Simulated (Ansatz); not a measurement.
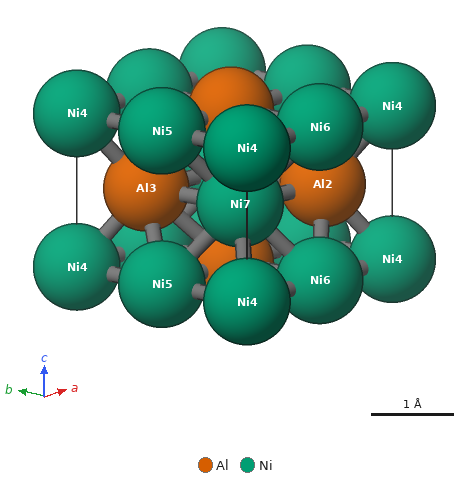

The structure as given in the input (ball-and-stick view of the cell of the calculation, seen at an oblique angle; atoms are numbered from 1 in the order of the input). An atom can appear more than once, as a periodic image.

## Al3Ni5: a failed or faulty run and its cure

System: Al3Ni5 (Amm2, 8 atoms in the cell).
Method of run A: DFT, PBEsol, plane waves, PAW, no spin polarisation (Ansatz 0.2.0).

The structure derives from a Materials Project entry. The run did not end well. Text and figures count atoms from 1; the logs count them from 0 in places.

### Input, run A
```yaml
crystal:
  lattice:
    - [1.74275569, -1.95368846, 0.0]
    - [1.74275569, 1.95368846, 0.0]
    - [0.0, 0.0, 1.96872607]
  atoms:
    - { symbol: Al, position: [0.4887186609, 0.5112813391, 0.0] }
    - { symbol: Al, position: [0.7796888787, 0.2203111213, 0.5] }
    - { symbol: Al, position: [0.2203111213, 0.7796888787, 0.5] }
    - { symbol: Ni, position: [0.0, 0.0, 0.0] }
    - { symbol: Ni, position: [0.0, 0.5, 0.0] }
    - { symbol: Ni, position: [0.5, 0.0, 0.0] }
    - { symbol: Ni, position: [0.2762373066, 0.2762373066, 0.5] }
    - { symbol: Ni, position: [0.7237626934, 0.7237626934, 0.5] }
basis:
  ecutwfc: 420
kpoints:
  mp_grid: { grid: [8, 8, 10] }
hamiltonian:
  xc: pbesol
scf:
  occupations: { method: gaussian, width: 0.15 }
  max_iter: 80
output:
  forces: true
  eigenvalues: true
  stress: true
```

Command:
```bash
ansatz run input.yaml --threads 2 --pin off --max-ram 5120MiB --backend cpu --events-out ev --progress --plain --runs-dir out
```

Hardware: 2 threads of Intel Xeon @ 2.50GHz (Skylake/Cascade Lake), 189 GiB of memory available, shared host.

### Output, shortened to warnings, some set-up lines, iterations and results (run A)
```
Error: refused after 11 iterations: one_centre_occupation = 7.72e0 (threshold 2.00e0); read on the Al atom at site 0 (counted from 0), in its partial waves of l = 2. The loop had accepted its state. The figure is how many electrons the atom's PAW partial-wave expansion lays in one spin orbital inside its sphere. Of a state that the partial waves describe, at an atom whose sphere does not reach …
Basis set: ecut = 420 eV, 273 PW (Γ), exchange–correlation on 36×36×30 points (8 copies of the dense FFT grid, shifted against one another)
Symmetry: 4 space group operations
k-points: 126 of 640 (time reversal used)
Initial density: superposition of atomic densities (neutral atoms: chi_scale 0, normalization atom), corrected by the library's trained network
[...]
SCF iter   1: F=—  HF=-30151.665204 eV  |F-HF|=—  |Δ(HF+E_count)|=         —  Δρ=3.66e0  dr2=1.28e3  ethr=1.77e-3  ⟨swp⟩=44.3  Hψ=159862  notcnv=0  defer=145
SCF iter   2: F=—  HF=-29951.304501 eV  |F-HF|=—  |Δ(HF+E_count)|=    2.00e2  Δρ=1.86e0  dr2=2.25e2  ethr=1.77e-3  ⟨swp⟩=35.1  Hψ=121304  notcnv=0  defer=663
SCF iter   3: F=—  HF=-29815.803905 eV  |F-HF|=—  |Δ(HF+E_count)|=    1.36e2  Δρ=6.03e-1  dr2=1.49e1  ethr=1.77e-3  ⟨swp⟩=21.1  Hψ=80406  notcnv=0  defer=448
SCF iter   4: F=—  HF=-29810.214951 eV  |F-HF|=—  |Δ(HF+E_count)|=    5.59e0  Δρ=2.20e-1  dr2=2.67e0  ethr=1.77e-3  ⟨swp⟩=13.7  Hψ=51486  notcnv=0  defer=409
SCF iter   5: F=—  HF=-29807.918570 eV  |F-HF|=—  |Δ(HF+E_count)|=    2.30e0  Δρ=6.83e-2  dr2=2.89e-1  ethr=1.77e-3  ⟨swp⟩=9.6  Hψ=33094  notcnv=0  defer=427
SCF iter   6: F=—  HF=-29807.733666 eV  |F-HF|=—  |Δ(HF+E_count)|=   1.85e-1  Δρ=1.98e-2  dr2=1.94e-2  ethr=2.92e-4  ⟨swp⟩=8.1  Hψ=33030  notcnv=0  defer=412
SCF iter   7: F=—  HF=-29807.723393 eV  |F-HF|=—  |Δ(HF+E_count)|=   1.03e-2  Δρ=4.50e-3  dr2=7.77e-4  ethr=1.96e-5  ⟨swp⟩=7.2  Hψ=32076  notcnv=0  defer=408
SCF iter   8: F=—  HF=-29807.723460 eV  |F-HF|=—  |Δ(HF+E_count)|=   6.70e-5  Δρ=1.53e-3  dr2=1.48e-4  ethr=7.84e-7  ⟨swp⟩=7.5  Hψ=34944  notcnv=0  defer=407
SCF iter   9: F=—  HF=-29807.723378 eV  |F-HF|=—  |Δ(HF+E_count)|=   8.26e-5  Δρ=3.19e-4  dr2=2.94e-6  ethr=1.49e-7  ⟨swp⟩=6.0  Hψ=28129  notcnv=0  defer=407
SCF iter  10: F=—  HF=-29807.723343 eV  |F-HF|=—  |Δ(HF+E_count)|=   3.48e-5  Δρ=9.03e-5  dr2=5.83e-7  ethr=2.97e-9  ⟨swp⟩=8.7  Hψ=42185  notcnv=0  defer=407
SCF iter  11: F=-29807.723343 eV  HF=-29807.723343 eV  |F-HF|=3.91e-8  |Δ(HF+E_count)|=   1.96e-7  Δρ=2.88e-5  dr2=3.14e-8  ethr=1.01e-10  ⟨swp⟩=62.1  Hψ=223169  notcnv=0
Error: refused after 11 iterations: one_centre_occupation = 7.72e0 (threshold 2.00e0); read on the Al atom at site 0 (counted from 0), in its partial waves of l = 2. The loop had accepted its state. The figure is how many electrons the atom's PAW partial-wave expansion lays in one spin orbital …
```

> What went wrong, and how is the input to be mended?

The input was spoiled on purpose: a lattice far too small (`crystal.lattice`). The atoms are squeezed together and the pressure is enormous. The run did not converge: “refused after 11 iterations: one_centre_occupation = 7.72e0 (threshold 2.00e0); read on the Al atom at site 0 (counted from 0), in its partial waves of l = 2. The loop had accepted its state. The figure is how many electrons the atom's PAW partial-wave expansion lays in one spin orbital inside its sphere …” Its last values are not results. Likely cause: The residual was still falling when the limit of 80 iterations cut the run off.

A run of the same system that converges differs from this input as follows (lines with − go, lines with + come):
```diff
-    - [1.74275569, -1.95368846, 0.0]
-    - [1.74275569, 1.95368846, 0.0]
-    - [0.0, 0.0, 1.96872607]
+    - [3.293332276, -3.6919375971, 0.0]
+    - [3.293332276, 3.6919375971, 0.0]
+    - [0.0, 0.0, 3.7203545651]
-  max_iter: 80
```

### Output, shortened to warnings, some set-up lines, iterations and results (run B)
```
Basis set: ecut = 420 eV, 1779 PW (Γ), exchange–correlation on 72×72×50 points (8 copies of the dense FFT grid, shifted against one another)
Symmetry: 4 space group operations
k-points: 126 of 640 (time reversal used)
Initial density: superposition of atomic densities (neutral atoms: chi_scale 0, normalization atom), corrected by the library's trained network
[...]
SCF iter   1: F=—  HF=-30603.161455 eV  |F-HF|=—  |Δ(HF+E_count)|=         —  Δρ=2.48e-2  dr2=3.35e-1  ethr=1.77e-3  ⟨swp⟩=6.8  Hψ=29036  notcnv=0  defer=29
SCF iter   2: F=—  HF=-30603.116305 eV  |F-HF|=—  |Δ(HF+E_count)|=   4.52e-2  Δρ=6.20e-3  dr2=2.66e-2  ethr=3.39e-4  ⟨swp⟩=3.0  Hψ=14793  notcnv=0  defer=398
SCF iter   3: F=—  HF=-30603.112867 eV  |F-HF|=—  |Δ(HF+E_count)|=   3.44e-3  Δρ=1.68e-3  dr2=2.76e-3  ethr=2.69e-5  ⟨swp⟩=1.0  Hψ=7198  notcnv=0  defer=398
SCF iter   4: F=—  HF=-30603.112382 eV  |F-HF|=—  |Δ(HF+E_count)|=   4.85e-4  Δρ=3.41e-4  dr2=8.47e-5  ethr=2.78e-6  ⟨swp⟩=2.1  Hψ=10469  notcnv=0  defer=398
SCF iter   5: F=—  HF=-30603.112476 eV  |F-HF|=—  |Δ(HF+E_count)|=   9.33e-5  Δρ=9.46e-5  dr2=9.86e-6  ethr=8.55e-8  ⟨swp⟩=2.2  Hψ=12146  notcnv=0  defer=398
SCF iter   6: F=—  HF=-30603.112474 eV  |F-HF|=—  |Δ(HF+E_count)|=   1.83e-6  Δρ=5.21e-5  dr2=2.73e-6  ethr=9.96e-9  ⟨swp⟩=2.1  Hψ=10538  notcnv=0  defer=398
SCF iter   7: F=-30603.112473 eV  HF=-30603.112473 eV  |F-HF|=9.93e-8  |Δ(HF+E_count)|=   3.19e-7  Δρ=1.25e-5  dr2=9.76e-8  ethr=1.01e-10  ⟨swp⟩=8.8  Hψ=35363  notcnv=0
SCF 1 converged in 7 iterations: F = -30603.112473 eV  dr2 = 9.76e-8
SCF converged after 7 iterations
Free energy (F): -30603.112473 eV
Harris-Foulkes:  -30603.112473 eV  (|F-HF|=9.93e-8)
Internal energy: -30603.069640 eV  (E = F + TS)
E sigma→0 (E₀):  -30603.091056 eV
Entropy (-TS):   -0.042834 eV (-5.354 meV/atom)
Fermi energy:    15.317506 eV
--- Per-component energies (eV) ---
  E_band       = -1591.511710
  E_kinetic    = 1505.138840
  E_local      = -21189.870569  (includes V_loc(G=0)·N_el)
  E_nonlocal   = 3217.858599
  E_hartree    = 9081.781769
  E_xc         = -548.216347
  E_vxc        = -644.031585  (∫ρ·V_xc dr)
  E_paw        = -9347.520519  (= ΣΔE_a)
  E_vpaw       = -2644.161864  (= ΣTr[D̂ρ^β])
  E_aug_tail   = 0.002317  (compensation charges beyond the density's cutoff)
  E_ewald      = -13323.287590
  E_core_change = 1.043861  (= ΣΔE_core)
  E_smearing   = -0.042834  (= −TS)
  E_closure    = 0.000000  (closes the sum)
  Σ components = -30603.112473   (vs F -30603.112473, Δ=0.00e0)
--- Forces (eV/Å), atoms counted from 1 ---
  atom   1  Al     0.00000000    -0.70403667    -0.00000000
  atom   2  Al     0.00000000     0.12374939     0.00000000
  atom   3  Al     0.00000000     0.15163957     0.00000000
  atom   4  Ni     0.00000000    -0.00917805    -0.00000000
  atom   5  Ni    -0.20300007     0.21724815     0.00000000
  atom   6  Ni     0.20300007     0.21724815     0.00000000
  atom   7  Ni     0.01044555     0.00166209     0.00000000
  atom   8  Ni    -0.01044555     0.00166209    -0.00000000
  max |Σ_I F_I| component: 5.27e-6 eV/Å
--- Stress (GPa, compression-positive) ---
        0.083472       0.000000      -0.000000
        0.000000       0.268218      -0.000000
       -0.000000      -0.000000       0.140464
  P = ⅓ Tr σ = 0.1641 GPa (1.641 kbar)
```

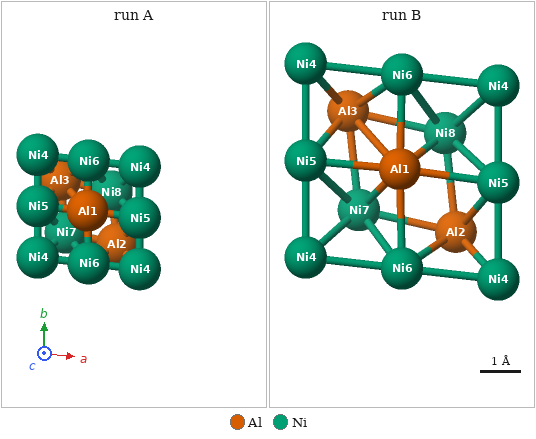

The two input geometries at one scale (ball-and-stick view of the cell of the calculation, along the c axis). The atoms keep their places relative to the cell (all moves are under 0.005 Å). The drawn cell changes as follows: a = b 2.618 → 4.947 Å (+89.0 %), c 1.969 → 3.720 Å (+89.0 %); the volume changes by +574.8 %. Among the contacts that change: Al1–Al3 1.438 → 2.718 Å, Ni5–Ni7 1.390 → 2.626 Å, Ni4–Ni7 1.377 → 2.602 Å, Al1–Ni5 1.342 → 2.536 Å.

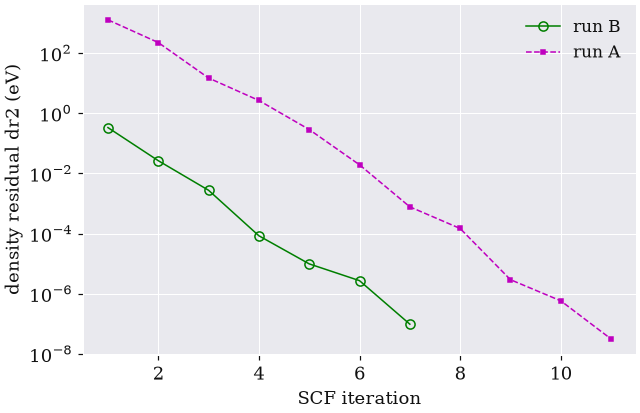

Convergence of the two runs: density residual dr2 against the SCF iteration. Run B takes 7 iterations in all, and run A stops after 11.

### The two runs side by side

| quantity | run A | run B |
| --- | --- | --- |
| outcome | not converged | converged |
| free energy per atom (eV) | – | −3825.3891 |
| gap on the mesh (eV) | – | 0.00 |
| pressure (GPa) | – | 0.16 |
| volume per atom (Å³) | – | 11.31 |
| largest force (eV/Å) | – | 0.704 |
| SCF iterations | – | 7 |
| irreducible k-points | – | 126 |
| plane waves at Γ | – | 1779 |
| wall time (shared host) | 85 s | 66 s |

Notes on run B: The run has no spin polarisation, so a magnetic state may lie lower.
